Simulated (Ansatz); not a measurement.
Consider CsPbBr$_{3}$.

Input file:

```
crystal:
  lattice:
    - [5.869999971, 0.0, 0.0]
    - [0.0, 5.869999971, 0.0]
    - [0.0, 0.0, 5.869999971]
  atoms:
    - { symbol: Cs, position: [0.0, 0.0, 0.0] }
    - { symbol: Pb, position: [0.5, 0.5, 0.5] }
    - { symbol: Br, position: [0.0, 0.5, 0.5] }
    - { symbol: Br, position: [0.5, 0.5, 0.0] }
    - { symbol: Br, position: [0.5, 0.0, 0.5] }
basis:
  ecutwfc: 500
  ecutrho_ratio: 4
kpoints:
  mp_grid: { grid: [6, 6, 6] }
hamiltonian:
  xc: r2scan
scf:
  occupations: { method: gaussian, width: 0.05 }
output:
  forces: true
  stress: true
  eigenvalues: true
  eigenstates:
    nscf_kmesh: { grid: [8, 8, 8] }
    de_dk: true
    e_range: [-2.5, 4.389609778481]
  write_density: true
  write_potential: true
  elf: true
  volumetric_format: npy
```

Command:

```sh
ansatz run input.yaml --threads 8 --pin off --max-ram 15360MiB --backend cpu --events-out ev --progress --plain --runs-dir out
```

Below, planes, directions and counts refer to the conventional cell (a = 5.87 Å, b = 5.87 Å, c = 5.87 Å, α = 90.00°, β = 90.00°, γ = 90.00°).

Space group Pm-3m; started from the perovskite prototype.

Method: DFT r2SCAN, scalar-relativistic, plane waves, PAW in Ansatz 0.2.0.

**What can the converged valence pseudo-density and electron localisation function tell about the bonding?**

Pb–Br (2.93 Å): ρ is about 0.24 e/Å³ halfway; the ELF is about 0.25 at the midpoint.
Cs–Br (4.15 Å): ρ at the midpoint is about 0.03 e/Å³; the ELF is about 0 at the midpoint (a largely ionic contact).

**Does the calculation make it a metal, or give it a gap?**

It is gapped, with a Kohn–Sham gap of 1.9 eV on the k-point mesh (the band edges may lie off the mesh, which would make the gap smaller).

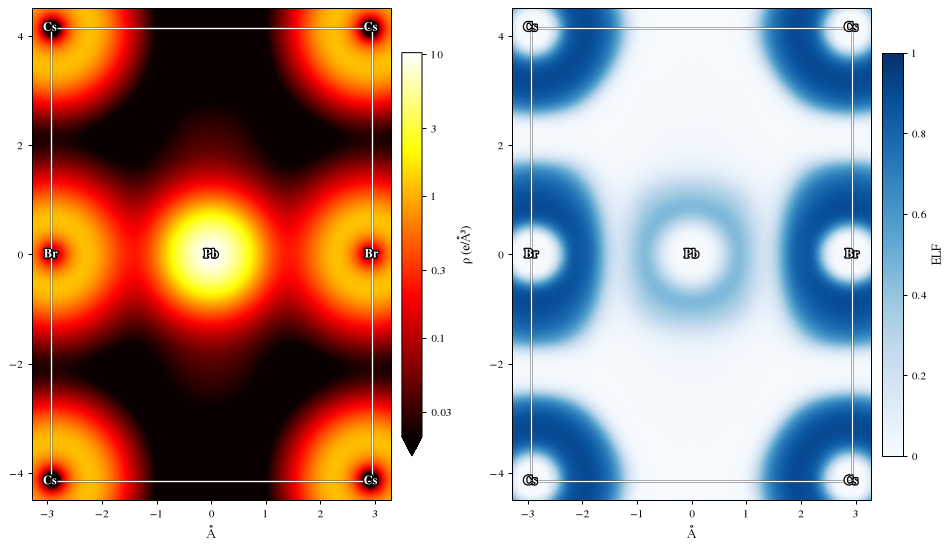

Computed valence pseudo-density and electron localisation function on the (110) plane of the conventional cell, in this order. 
